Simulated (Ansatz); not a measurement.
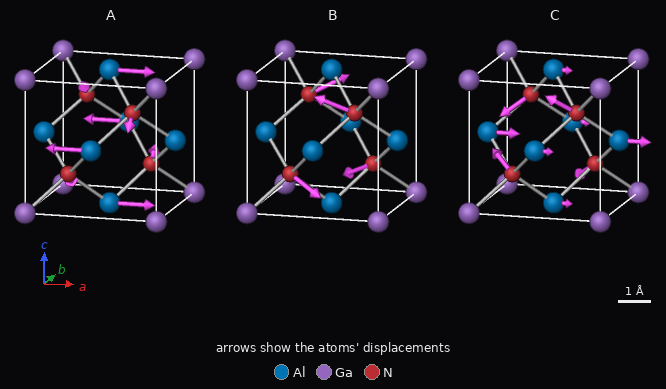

Modes of solid Al3GaN4, space group P-43m (No. 215), at the zone centre (one member of each degenerate set). The pink arrows are the displacements of the atoms (eigenvector over the root of the mass), of arbitrary overall length and sign. A ball-and-stick model of the cell of the calculation, seen slightly off an axis.

These are results of Ansatz 0.2.0, DFT r2SCAN, scalar-relativistic, plane waves, PAW, not measurements.

Frequencies are those without the non-analytic (LO–TO) term.

### Which are infrared-active and which Raman-active?

A is T₁, silent by symmetry (neither infrared- nor Raman-active) (346 cm⁻¹). B is E, Raman-active by symmetry (724 cm⁻¹). C is T₂, infrared- and Raman-active by symmetry (671 cm⁻¹).
